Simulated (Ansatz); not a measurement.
# Run report: Si, geometry relaxation (part 2 of 2)

The same run, continued: Si (slab, 6 atoms in the cell); DFT PBEsol, scalar-relativistic, plane waves, PAW, no spin polarisation (Ansatz 0.2.0); cutoff 420 eV, 9×9×1 k-mesh, Gaussian smearing of 0.05 eV. The structure derives from a Materials Project entry. The input holds or restrains some coordinates. Forces given for the steps count only the free coordinates. It belongs to a series of runs on one base structure; here: clean slab, lower half held.

```
WARN: The input density's exchange-correlation potential varies sharply where the density is thin. Do not read a vacuum level from v_tot or v_xc, or from such a field of the output density. On a cell that repeats whose density bears no net charge and no dipole along the vacuum's axis use v_es (v_loc + v_h of the components); under efield.dipole_correction with no amplitude use v_es + v_field, which holds any external_charges[].barrier, or the levels of the report's work_function block, which leave it out; under a non-zero efield.amplitude the vacuum is tilted and has no level; on a cell that repeats and bears such a dipole with no correction it is tilted too, and efield.dipole_correction with no amplitude gives each side of its ramp a level where efield: is served; in a cell that repeats whose density bears a net charge (total_charge, or a fill off its count) it is curved and has none; of a slab under crystal.periodic whose density bears no net charge use v_es, which has a level on each side, short of where the two are joined; of another it falls or rises all the way out and has none; of a slab beside external_charges read slab_vacuum_level instead, which it has where they leave it neutral. The grid or the basis barely resolves most such structure, and the values can differ between equally converged runs; as a rule a tighter scf.convergence.dr2_threshold does not remove it. Where the density itself ripples (under the LDA too) a higher basis.ecutwfc lessens it. The files hold the spikes' plane waves up to the density's cutoff. Files: v_tot and the like, and their columns of v_z.tsv (output.write_potential); v_xc and the like, and their columns of v_comp_z.tsv (output.write_potential_components); where files of the output density stand in their place, no point of their own thin density is over the threshold below, and this is of outcome.potential() and, of a run that writes arrays (npy), the arrays of these names. Measured: with its Gaussian average of σ = 0.25 Å subtracted twice, the exchange-correlation potential is over 0.1 eV at 1 of the grid points where the equally averaged density (valence and model cores) is under 1e-3 e/Å³, and 0.107 eV at the most among them, at an averaged density of 1.1e-7 e/Å³. See output.write_potential in the manual, Limitations
SCF converged after 2 iterations
Free energy (F): -3726.371023 eV
Harris-Foulkes:  -3726.371023 eV  (|F-HF|=1.03e-7)
Internal energy: -3726.368269 eV  (E = F + TS)
E sigma→0 (E₀):  -3726.369646 eV
Entropy (-TS):   -0.002753 eV (-0.459 meV/atom)
Fermi energy:    -0.409542 eV
Dipole field:    D = 0.007862 V/Å  (p = 0.013278 e·Å, saw-weighted, corrected)
Work function:   Φ+ = 4.5953 eV   Φ− = 4.7849 eV
Levels:          The Fermi level and band energies are counted from a zero that moves with the ramp; work functions are not
--- Per-component energies (eV) ---
  E_band       = -127.573542
  E_kinetic    = 238.342335
  E_local      = -6531.802398  (includes V_loc(G=0)·N_el)
  E_nonlocal   = 156.922426
  E_hartree    = 3150.431369
  E_xc         = -325.852494
  E_vxc        = -277.859724  (∫ρ·V_xc dr)
  E_paw        = -2992.895955  (= ΣΔE_a)
  E_vpaw       = -14.045300  (= ΣTr[D̂ρ^β])
  E_aug_tail   = 0.000037  (compensation charges beyond the density's cutoff)
  E_efield     = 0.000052  (sawtooth field / dipole correction)
  E_vefield    = 0.005588  (∫n·V_field dr)
  E_ewald      = 2578.296995
  E_core_change = 0.189364  (= ΣΔE_core)
  E_smearing   = -0.002753  (= −TS)
  E_closure    = -0.000000  (closes the sum)
  Σ components = -3726.371023   (vs F -3726.371023, Δ=0.00e0)
--- Forces (eV/Å), atoms counted from 1 ---
  atom   1  Si     0.00000000    -0.00000000     0.53618067
  atom   2  Si    -0.00000000     0.00000000    -0.61618061
  atom   3  Si     0.00000000     0.00000000     0.09953818
  atom   4  Si     0.00000000    -0.00000000    -0.01837917
  atom   5  Si     0.00000000    -0.00000000     0.00598906
  atom   6  Si     0.00000000     0.00000000    -0.00711336
  max |Σ_I F_I| component: 3.48e-5 eV/Å
--- Band table (eV; the first three rows and the last of 12) ---
  k-point 0: bands = ["-12.2439", "-11.4368", "-10.4885", "-6.3649", "-4.0916", "-1.6514", "-1.6514", "-1.1549", "-1.0687", "-1.0687", "-0.4256", "-0.4256", "0.3880", "0.9727", "2.0978", "2.0978", "2.1262", "2.8148"]
  k-point 1: bands = ["-12.0991", "-11.2920", "-10.3414", "-6.2937", "-4.0640", "-2.7219", "-2.0616", "-1.9302", "-1.5601", "-1.3374", "-0.8772", "-0.6872", "0.3919", "1.4387", "2.2791", "2.4624", "2.5794", "3.0986"]
  k-point 2: bands = ["-11.6718", "-10.8649", "-9.9063", "-6.2488", "-4.5508", "-4.1118", "-3.3294", "-2.9375", "-2.4584", "-1.8527", "-1.1925", "-0.6053", "-0.1176", "1.1073", "1.6876", "2.5570", "3.4949", "3.5402"]
  k-point 11: bands = ["-9.2134", "-9.0845", "-8.0997", "-7.7967", "-7.1713", "-7.0302", "-5.2995", "-4.6166", "-3.8605", "-3.0338", "-3.0105", "-0.5757", "-0.5116", "1.4346", "2.9440", "3.0822", "3.3797", "5.1812"]
--- Relaxed structure (4 steps of the walk, 4 accepted, 0 SCFs on fresh bases) ---
  F+E_penalty+E_count = -3726.37102265 eV   max|allowed force component| = 1.838e-2 eV/Å
  atoms:
    - { symbol: Si, position: [0.6666666666666665, 0.33333333333333326, 0.3523881087] }
    - { symbol: Si, position: [0.3333333333333332, 0.6666666666666665, 0.38542266359999994] }
    - { symbol: Si, position: [0.3333333333333332, 0.6666666666666665, 0.48348272249999996] }
    - { symbol: Si, position: [0.6666666666666665, 0.33333333333333326, 0.5150784627257013] }
    - { symbol: Si, position: [0.6666666666666665, 0.33333333333333326, 0.6142987025883785] }
    - { symbol: Si, position: [0.3333333333333332, 0.6666666666666665, 0.6420999122797614] }
```

### Trajectory as extended XYZ (Å, eV, eV/Å), 4 frames, from step=1 to step=4
```
6
Lattice="3.8249 0.0000 0.0000 -1.9124 3.3125 0.0000 0.0000 0.0000 24.1211" Properties=species:S:1:pos:R:3:forces:R:3 step=1 energy=-3726.33200
Si    1.9124    1.1041    8.5000    0.0000   0.0000   0.5561
Si    0.0000    2.2083    9.2968    0.0000   0.0000  -0.5882
Si    0.0000    2.2083   11.6622    0.0000   0.0000   0.2512
Si    1.9124    1.1041   12.4590    0.0000   0.0000  -0.2514
Si    1.9124    1.1041   14.8243    0.0000   0.0000   0.5887
Si    0.0000    2.2083   15.6211    0.0000   0.0000  -0.5568
6
Lattice="3.8249 0.0000 0.0000 -1.9124 3.3125 0.0000 0.0000 0.0000 24.1211" Properties=species:S:1:pos:R:3:forces:R:3 step=2 energy=-3726.36577
Si    1.9124    1.1041    8.5000    0.0000   0.0000   0.5278
Si    0.0000    2.2083    9.2968    0.0000   0.0000  -0.5947
Si    0.0000    2.2083   11.6622    0.0000   0.0000   0.0875
Si    1.9124    1.1041   12.4282    0.0000   0.0000  -0.1371
Si    1.9124    1.1041   14.7979    0.0000   0.0000   0.2877
Si    0.0000    2.2083   15.5118    0.0000   0.0000  -0.1723
6
Lattice="3.8249 0.0000 0.0000 -1.9124 3.3125 0.0000 0.0000 0.0000 24.1211" Properties=species:S:1:pos:R:3:forces:R:3 step=3 energy=-3726.37102
Si    1.9124    1.1041    8.5000    0.0000   0.0000   0.5361
Si    0.0000    2.2083    9.2968    0.0000   0.0000  -0.6161
Si    0.0000    2.2083   11.6622    0.0000   0.0000   0.0995
Si    1.9124    1.1041   12.4243    0.0000   0.0000  -0.0184
Si    1.9124    1.1041   14.8176    0.0000   0.0000   0.0061
Si    0.0000    2.2083   15.4882    0.0000   0.0000  -0.0072
6
Lattice="3.8249 0.0000 0.0000 -1.9124 3.3125 0.0000 0.0000 0.0000 24.1211" Properties=species:S:1:pos:R:3:forces:R:3 step=4 energy=-3726.37102
Si    1.9124    1.1041    8.5000    0.0000   0.0000   0.5362
Si    0.0000    2.2083    9.2968    0.0000   0.0000  -0.6162
Si    0.0000    2.2083   11.6622    0.0000   0.0000   0.0995
Si    1.9124    1.1041   12.4243    0.0000   0.0000  -0.0184
Si    1.9124    1.1041   14.8176    0.0000   0.0000   0.0060
Si    0.0000    2.2083   15.4882    0.0000   0.0000  -0.0071
```

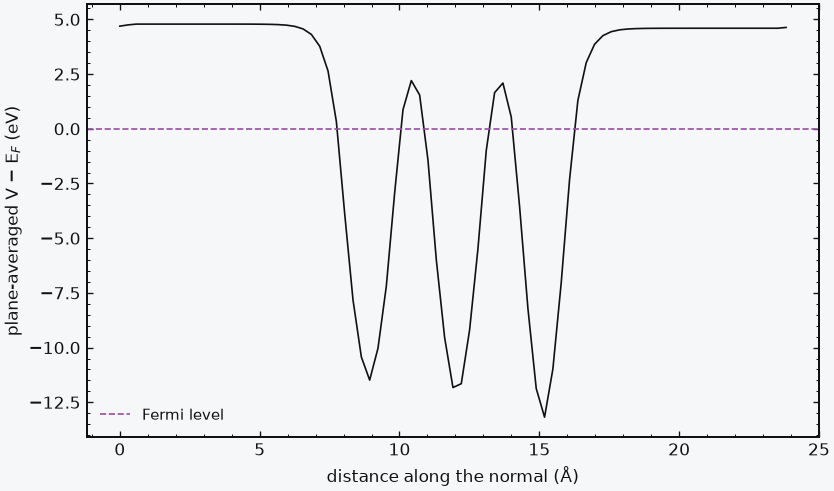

Plane average of the electrostatic potential energy of an electron across the cell, from the Fermi level. The vacuum level lies 4.60 eV above the Fermi level on the upper side and 4.78 eV on the lower.

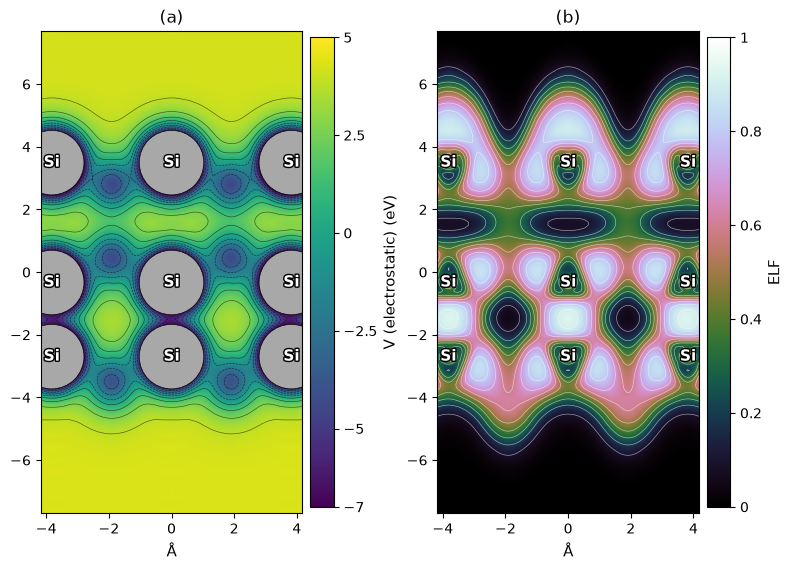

(a) electrostatic potential (local pseudopotential plus Hartree) felt by an electron; (b) ELF on the (010) plane of the calculation cell, a cut from vacuum to vacuum. Grey discs, where drawn, cover atomic cores. Atoms in the plane: Si. Si–Si (2.37 Å): the ELF peaks at about 0.95 between the atoms (localised, shared-pair bonding). In a PAW calculation such maps are meaningful between the atoms, not at the nuclei.

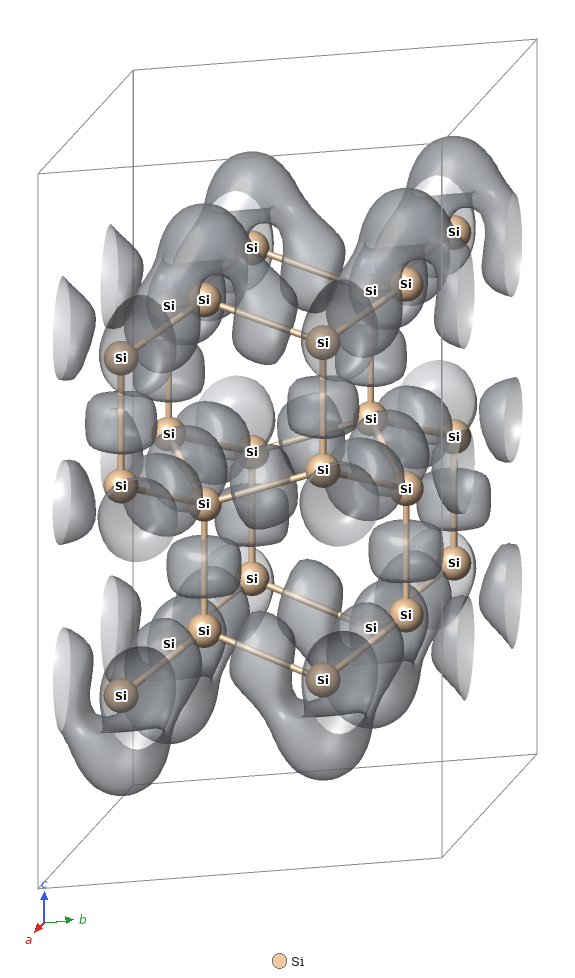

Isosurface of the ELF at 0.75 (grey), seen slightly off an axis. Only the valence region is drawn (cores and ρ < 0.01 e/Å³ removed). Sticks mark near contacts. Values along the shortest contacts: Si–Si (2.37 Å): the ELF peaks at about 0.95 between the atoms, which marks localised, shared-pair bonding.

This output came from the following input.

### Input file
```yaml
crystal:
  lattice:
    - [3.8248883482, 0.0, 0.0]
    - [-1.9124441741, 3.3124504762, 0.0]
    - [0.0, 0.0, 24.1211317575]
  atoms:
    - { symbol: Si, position: [0.6666666667, 0.3333333333, 0.3523881087] }
    - { symbol: Si, position: [0.3333333333, 0.6666666667, 0.3854226636] }
    - { symbol: Si, position: [0.3333333333, 0.6666666667, 0.4834827225] }
    - { symbol: Si, position: [0.6666666667, 0.3333333333, 0.5165172775] }
    - { symbol: Si, position: [0.6666666667, 0.3333333333, 0.6145773364] }
    - { symbol: Si, position: [0.3333333333, 0.6666666667, 0.6476118913] }
basis:
  ecutwfc: 420
kpoints:
  mp_grid: { grid: [9, 9, 1] }
hamiltonian:
  xc: pbesol
scf:
  occupations: { method: gaussian, width: 0.05 }
output:
  forces: true
  eigenvalues: true
  write_density: true
  write_potential: true
  elf: true
  volumetric_format: npy
relax:
  adjacent_minimum: "off"
  f_tol: 0.03
  max_steps: 70
  constraints: [{ sites: [0, 1, 2] }]
efield:
  axis: 3
  dipole_correction: true
  ramp_width: 0.04
```

Run as:
```bash
ansatz run input.yaml --threads 1 --pin off --max-ram 2560MiB --backend cpu --events-out ev --progress --plain --runs-dir out
```

### Key numbers

```csv
quantity,value
outcome,converged under the restraints of the input
electrons treated,24
free energy,−3726.3710 eV
"work function, top face",4.60 eV
"work function, bottom face",4.78 eV
Fermi energy,−0.410 eV
gap on the k-point mesh,none (metallic)
final volume,305.61 Å³
work function (upper face),4.60 eV
"largest force (length of the vector) at the end, held atoms and coordinates included",0.616 eV/Å
hardware,"1 thread of AMD EPYC (Zen 5), 64 GiB of memory available, shared host"
wall time,12 s
peak memory,0.49 GiB
```

The program warns: the exchange-correlation potential is rough where the density is thin.
